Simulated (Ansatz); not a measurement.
This input was run:

```
crystal:
  lattice:
    - [-2.5734902213, 2.5734902213, 1.409086423]
    - [2.5734902213, -2.5734902213, 1.409086423]
    - [2.5734902213, 2.5734902213, -1.409086423]
  atoms:
    - { symbol: Ge, position: [0.25, 0.75, 0.5] }
    - { symbol: Ge, position: [0.5, 0.5, 0.0] }
basis:
  ecutwfc: 500
kpoints:
  mp_grid: { grid: [16, 16, 16] }
  band_path:
    path:
      - [[0.0, 0.0, 0.0], [0.0, 0.0, 0.5], [-0.5, 0.5, 0.5], [0.0, 0.0, 0.0], [0.32494976, 0.32494976, -0.32494976]]
      - [[-0.32494976, 0.67505024, 0.32494976], [-0.5, 0.5, 0.5]]
      - [[0.0, 0.0, 0.5], [0.25, 0.25, 0.25], [0.0, 0.5, 0.0], [0.0, 0.0, 0.0]]
    npoints: 14
hamiltonian:
  xc: r2scan
scf:
  occupations: { method: gaussian, width: 0.1 }
  n_extra_bands: 6
output:
  forces: true
  stress: true
  eigenvalues: true
  populations: true
  dos: { projected: true, de: 0.02, nscf_kmesh: { grid: [24, 24, 24] } }
  bader: true
```

Launched with:
```bash
ansatz run input.yaml --threads 1 --pin off --max-ram 2560MiB --backend cpu --events-out ev --progress --plain --runs-dir out
```

What will the band structure look like? The path is Γ–X–M–Γ–Z|Z0–M|X–P–N–Γ.

A metal: 4 bands cross the Fermi level along this path. Bands cross the Fermi level on every line of the path. At Γ the nearest levels lie 2.51 eV below and 3.77 eV above the Fermi level.

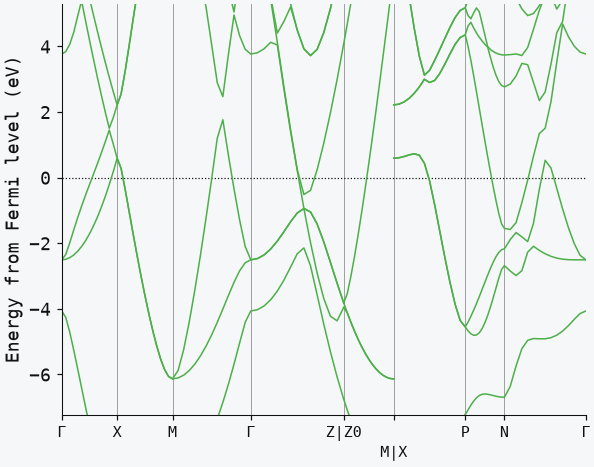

Band structure. Energies are counted from the Fermi level.
